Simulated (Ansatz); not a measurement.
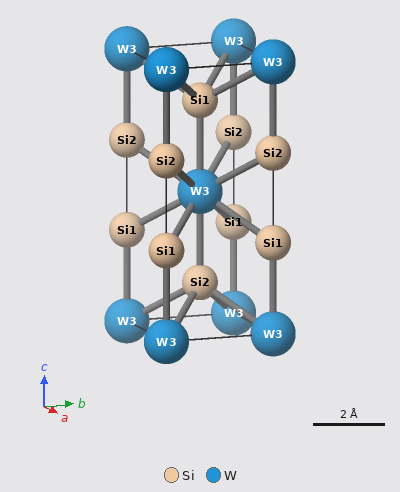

**Figure 1.** The structure as given in the input (ball-and-stick view of the cell 2 times as large as that of the calculation, set on its symmetry axes, seen slightly off an axis; atoms are numbered from 1 in the order of the input).

# What a change does: single-point calculation on WSi2

System: WSi2 (3 atoms in the cell).
Method of run 1: DFT PBE, scalar-relativistic, plane waves, PAW, no spin polarisation (Ansatz 0.2.0).

The structure derives from an entry of the Crystallography Open Database. Text and figures count atoms from 1; the logs count them from 0 in places.

### Input file, run 1
```yaml
crystal:
  lattice:
    - [3.2289953256, 0.0, 0.0]
    - [-1.6144976628, 4.2518642008, 0.0]
    - [0.0, 1.2260987558, 2.9871546083]
  atoms:
    - { symbol: Si, position: [0.6654255994, 0.3308511988, 0.3345744006] }
    - { symbol: Si, position: [0.3345744006, 0.6691488012, 0.6654255994] }
    - { symbol: W, position: [0.0, 0.0, 0.0] }
basis:
  ecutwfc: 420
kpoints:
  mp_grid: { grid: [11, 8, 12] }
hamiltonian:
  xc: pbe
scf:
  occupations: { method: gaussian, width: 0.1 }
output:
  forces: true
  stress: true
  eigenvalues: true
```

Launched with:
```bash
ansatz run input.yaml --threads 2 --pin off --max-ram 5632MiB --backend cpu --events-out ev --progress --plain --runs-dir out
```

Hardware: 2 threads of Intel Xeon (Granite Rapids), 128 GiB of memory available, shared host.

### Output, shortened to warnings, some set-up lines, iterations and results (run 1)
```
Warning: crystal.symmetry: narrowed to the stabiliser of the k-point mesh — unitary ops 16 → 2; excluded 14 operations that carry a point of the 11×8×12 mesh (shift [0, 0, 0]) off the mesh (the run samples exactly the mesh kpoints.mp_grid names, as under crystal.symmetry.detect: false, and its converged state has the mesh's symmetry, not the crystal's; ε∞, the Born charges and the force constants …
Basis set: ecut = 420 eV, 793 PW (Γ), exchange–correlation on 48×64×48 points (8 copies of the dense FFT grid, shifted against one another)
Symmetry: 2 space group operations
k-points: 530 of 1056
Initial density: superposition of atomic densities (neutral atoms: chi_scale 0, normalization atom), corrected by the library's trained network
[...]
SCF iter   1: F=—  HF=-11657.460597 eV  |F-HF|=—  |Δ(HF+E_count)|=         —  Δρ=3.46e-3  dr2=2.04e-3  ethr=1.77e-3  ⟨swp⟩=5.0  Hψ=45964  notcnv=0
SCF iter   2: F=—  HF=-11657.460948 eV  |F-HF|=—  |Δ(HF+E_count)|=   3.51e-4  Δρ=1.98e-3  dr2=7.92e-4  ethr=9.27e-6  ⟨swp⟩=1.0  Hψ=12211  notcnv=0
SCF iter   3: F=—  HF=-11657.461068 eV  |F-HF|=—  |Δ(HF+E_count)|=   1.20e-4  Δρ=1.96e-4  dr2=2.00e-5  ethr=3.60e-6  ⟨swp⟩=2.5  Hψ=11460  notcnv=0
SCF iter   4: F=—  HF=-11657.461059 eV  |F-HF|=—  |Δ(HF+E_count)|=   9.12e-6  Δρ=8.27e-5  dr2=1.96e-6  ethr=9.08e-8  ⟨swp⟩=2.5  Hψ=11204  notcnv=0
SCF iter   5: F=—  HF=-11657.461059 eV  |F-HF|=—  |Δ(HF+E_count)|=   1.99e-8  Δρ=1.36e-5  dr2=1.01e-7  ethr=8.90e-9  ⟨swp⟩=2.1  Hψ=11128  notcnv=0
SCF iter   6: F=-11657.461059 eV  HF=-11657.461059 eV  |F-HF|=1.14e-9  |Δ(HF+E_count)|=   9.22e-9  Δρ=2.63e-6  dr2=3.00e-9  ethr=4.55e-10  ⟨swp⟩=4.1  Hψ=25957  notcnv=0
SCF 1 converged in 6 iterations: F = -11657.461059 eV  dr2 = 3.00e-9
SCF converged after 6 iterations
Free energy (F): -11657.461059 eV
Harris-Foulkes:  -11657.461059 eV  (|F-HF|=1.14e-9)
Internal energy: -11657.459459 eV  (E = F + TS)
E sigma→0 (E₀):  -11657.460259 eV
Entropy (-TS):   -0.001600 eV (-0.533 meV/atom)
Fermi energy:    16.495183 eV
--- Per-component energies (eV) ---
  E_band       = -85.609451
  E_kinetic    = 540.148414
  E_local      = -955.894785  (includes V_loc(G=0)·N_el)
  E_nonlocal   = 50.495710
  E_hartree    = 374.104329
  E_xc         = -381.519106
  E_vxc        = -338.055887  (∫ρ·V_xc dr)
  E_paw        = -9588.250380  (= ΣΔE_a)
  E_vpaw       = -130.512804  (= ΣTr[D̂ρ^β])
  E_aug_tail   = -0.000070  (compensation charges beyond the density's cutoff)
  E_ewald      = -1696.543571
  E_smearing   = -0.001600  (= −TS)
  E_closure    = -0.000000  (closes the sum)
  Σ components = -11657.461059   (vs F -11657.461059, Δ=0.00e0)
--- Forces (eV/Å), atoms counted from 1 ---
  atom   1  Si    -0.00119572     0.01689578    -0.00566254
  atom   2  Si     0.00119572    -0.01689578     0.00566254
  atom   3  W      0.00000000     0.00000000     0.00000000
  max |Σ_I F_I| component: 0.00e0 eV/Å
--- Stress (GPa, compression-positive) ---
       -0.041453      -0.007423      -0.011089
       -0.007423       0.121043      -0.045957
       -0.011089      -0.045957       0.005328
  P = ⅓ Tr σ = 0.0283 GPa (0.283 kbar)
```

The input of run 2 differs as follows (lines with − go, lines with + come):
```diff
+  max_iter: 50
+magnetization:
+  spin_polarized: true
+  initial_magnetization: 15
```

How does run 2 compare with run 1?

The energy is the same within 0.01 meV per atom. With spin allowed, the absolute moment of the cell comes to 0.00 μB. The SCF takes 12 iterations against 6. On the same kind of shared host run 2 took about 4.7 times as long. The two runs start from different initial densities, which also moves the count.

### Output, shortened to warnings, some set-up lines, iterations and results (run 2)
```
Warning: crystal.symmetry: narrowed to the stabiliser of the k-point mesh — unitary ops 16 → 2; excluded 14 operations that carry a point of the 11×8×12 mesh (shift [0, 0, 0]) off the mesh (the run samples exactly the mesh kpoints.mp_grid names, as under crystal.symmetry.detect: false, and its converged state has the mesh's symmetry, not the crystal's; ε∞, the Born charges and the force constants …
Warning: where an SCF of this run starts from atoms to list the orders of its open shells, Si (sites 0, 1, from 0) starts with 2.00 μB on its 3p shell, in the place of the 5.00 μB that the deck gives it: its open shells can hold no more by Hund's first rule. To start from spheres of the given moment, type scf.initial_density.shell_occupations: []
Warning: where an SCF of this run starts from atoms to list the orders of its open shells, W (site 2, from 0) starts with 4.00 μB on its 5d shell, in the place of the 5.00 μB that the deck gives it: its open shells can hold no more by Hund's first rule. To start from spheres of the given moment, type scf.initial_density.shell_occupations: []
WARN: the starting moments were not kept: the SCF closed with an absolute magnetisation of 8.0e-7 μB, where they sum to 15 μB in size (3 sites). That is at most 0.1 of that sum. Measured as dr2_m measures the in/out step, that magnetisation stands 6.4e-14 eV from none, at or under the dr2_threshold of 1.0e-7 eV: it is no larger than a step whose dr2_m would equal this threshold. The system may …
Basis set: ecut = 420 eV, 793 PW (Γ), exchange–correlation on 48×64×48 points (8 copies of the dense FFT grid, shifted against one another)
Symmetry: 2 space group operations
k-points: 530 of 1056
Initial density: superposition of atomic densities (chi_scale 0.1, normalization cell)
[...]
SCF iter   1: F=—  HF=-11575.300781 eV  |F-HF|=—  |Δ(HF+E_count)|=         —  Δρ=9.57e-2 (↑9.31e-2 ↓9.57e-2)  dr2=9.80e-2  dr2_m=3.31e0  M=15.000 μB ∫|m|=15.000 μB  β_m=0.30  …
SCF iter   2: F=—  HF=-11654.002425 eV  |F-HF|=—  |Δ(HF+E_count)|=         —  Δρ=1.40e-1 (↑1.40e-1 ↓1.36e-1)  dr2=4.70e-1  dr2_m=7.03e0  M=0.509 μB ∫|m|=0.582 μB  β_m=0.30  …
SCF iter   3: F=—  HF=-11655.460321 eV  |F-HF|=—  |Δ(HF+E_count)|=    1.46e0  Δρ=1.01e-1 (↑1.01e-1 ↓9.76e-2)  dr2=3.12e-1  dr2_m=3.62e0  M=0.294 μB ∫|m|=0.367 μB  β_m=0.65  …
SCF iter   4: F=—  HF=-11657.452693 eV  |F-HF|=—  |Δ(HF+E_count)|=    1.99e0  Δρ=6.14e-3 (↑4.48e-3 ↓6.14e-3)  dr2=9.30e-3  dr2_m=8.33e-3  M=-0.003 μB ∫|m|=0.018 μB  β_m=0.76  …
SCF iter   5: F=—  HF=-11657.459919 eV  |F-HF|=—  |Δ(HF+E_count)|=   7.23e-3  Δρ=1.77e-3 (↑1.55e-3 ↓1.77e-3)  dr2=3.91e-3  dr2_m=2.14e-4  M=0.002 μB ∫|m|=0.008 μB  β_m=0.88  …
SCF iter   6: F=—  HF=-11657.460685 eV  |F-HF|=—  |Δ(HF+E_count)|=   7.66e-4  Δρ=2.62e-4 (↑1.94e-4 ↓2.62e-4)  dr2=8.32e-5  dr2_m=3.10e-6  M=-0.000 μB ∫|m|=0.000 μB  β_m=0.93  …
SCF iter   7: F=—  HF=-11657.461026 eV  |F-HF|=—  |Δ(HF+E_count)|=   3.41e-4  Δρ=1.40e-4 (↑1.40e-4 ↓1.38e-4)  dr2=5.69e-5  dr2_m=9.46e-9  M=0.000 μB ∫|m|=0.000 μB  β_m=0.97  …
SCF iter   8: F=—  HF=-11657.461060 eV  |F-HF|=—  |Δ(HF+E_count)|=   3.37e-5  Δρ=8.48e-5 (↑8.48e-5 ↓7.85e-5)  dr2=2.19e-5  dr2_m=8.76e-8  M=0.000 μB ∫|m|=0.000 μB  β_m=0.98  …
SCF iter   9: F=—  HF=-11657.461059 eV  |F-HF|=—  |Δ(HF+E_count)|=   9.32e-7  Δρ=1.44e-5 (↑1.44e-5 ↓1.13e-5)  dr2=3.98e-7  dr2_m=1.25e-8  M=0.000 μB ∫|m|=0.000 μB  β_m=0.96  …
SCF iter  10: F=—  HF=-11657.461059 eV  |F-HF|=—  |Δ(HF+E_count)|=   5.41e-8  Δρ=2.89e-6 (↑2.89e-6 ↓2.48e-6)  dr2=7.89e-9  dr2_m=1.21e-9  M=-0.000 μB ∫|m|=0.000 μB  β_m=0.98  …
SCF iter  11: F=—  HF=-11657.461059 eV  |F-HF|=—  |Δ(HF+E_count)|=   2.08e-9  Δρ=4.85e-7 (↑2.64e-7 ↓4.85e-7)  dr2=3.49e-10  dr2_m=1.71e-11  M=-0.000 μB ∫|m|=0.000 μB  …
SCF iter  12: F=-11657.461059 eV  HF=-11657.461059 eV  |F-HF|=1.82e-12  |Δ(HF+E_count)|=    0.00e0  Δρ=5.15e-8 (↑4.03e-8 ↓5.15e-8)  dr2=2.30e-12  dr2_m=3.91e-13  M=-0.000 μB …
SCF 1 converged in 12 iterations: F = -11657.461059 eV  dr2 = 2.30e-12
WARN: the starting moments were not kept: the SCF closed with an absolute magnetisation of 8.0e-7 μB, where they sum to 15 μB in size (3 sites). That is at most 0.1 of that sum. Measured as dr2_m measures the in/out step, that magnetisation stands 6.4e-14 eV from none, at or under the dr2_threshold …
SCF converged after 12 iterations
Magnetization: -0.0000 μB (11.0000 up, 11.0000 down)
Absolute magnetization: 0.0000 μB (∫|ρ↑−ρ↓|, with the PAW one-centre terms)
Spin contamination: 0.0000 ħ² per cell (⟨S²⟩ above its minimum at these occupations)
Per-site moments (μB) at R_I (Å): [(1.1647760746842249e-7, 1.0736341854357376), (1.1647760750003757e-7, 1.0736341854357376), (-2.386965482172104e-7, 1.0840812116567617)]
Free energy (F): -11657.461059 eV
Harris-Foulkes:  -11657.461059 eV  (|F-HF|=1.82e-12)
Internal energy: -11657.459459 eV  (E = F + TS)
E sigma→0 (E₀):  -11657.460259 eV
Entropy (-TS):   -0.001600 eV (-0.533 meV/atom)
Fermi energy:    16.495168 eV
--- Per-component energies (eV) ---
  E_band       = -85.609753
  E_kinetic    = 540.148724
  E_local      = -955.896031  (includes V_loc(G=0)·N_el)
  E_nonlocal   = 50.495771
  E_hartree    = 374.105328
  E_xc         = -381.519138
  E_vxc        = -338.055927  (∫ρ·V_xc dr)
  E_paw        = -9588.250473  (= ΣΔE_a)
[...]
```

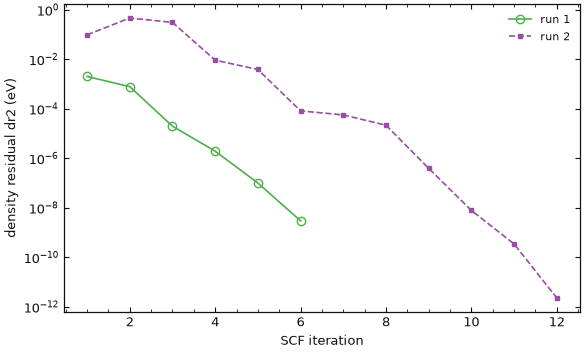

**Figure 2.** Convergence of the two runs: density residual dr2 against the SCF iteration. Run 1 takes 6 iterations in all, and run 2 takes 12.

### The two runs side by side

| quantity | run 1 | run 2 |
| --- | --- | --- |
| outcome | converged | converged |
| free energy per atom (eV) | −3885.8204 | −3885.8204 |
| energy per atom, smearing taken to zero (eV) | −3885.8201 | −3885.8201 |
| gap on the mesh (eV) | 0.00 | 0.00 |
| pressure (GPa) | 0.03 | 0.03 |
| largest force (eV/Å) | 0.018 | 0.018 |
| SCF iterations | 6 | 12 |
| irreducible k-points | 530 | 530 |
| plane waves at Γ | 793 | 793 |
| net moment of the cell (μB) | – | 0.00 |
| absolute moment of the cell (μB) | – | 0.00 |
| wall time (shared host) | 3.7 s | 17 s |

For run 1: Warnings: the k-point mesh lowers the symmetry that the run can use. Spin–orbit coupling is left out, which matters for W. For run 2: A setting was made wrong on purpose: an impossible spin (`magnetization`). It did no harm here: the run converged to the energy of the sound run within 1 meV per atom. Warnings: some starting moments were not kept; the k-point mesh lowers the symmetry that the run can use.
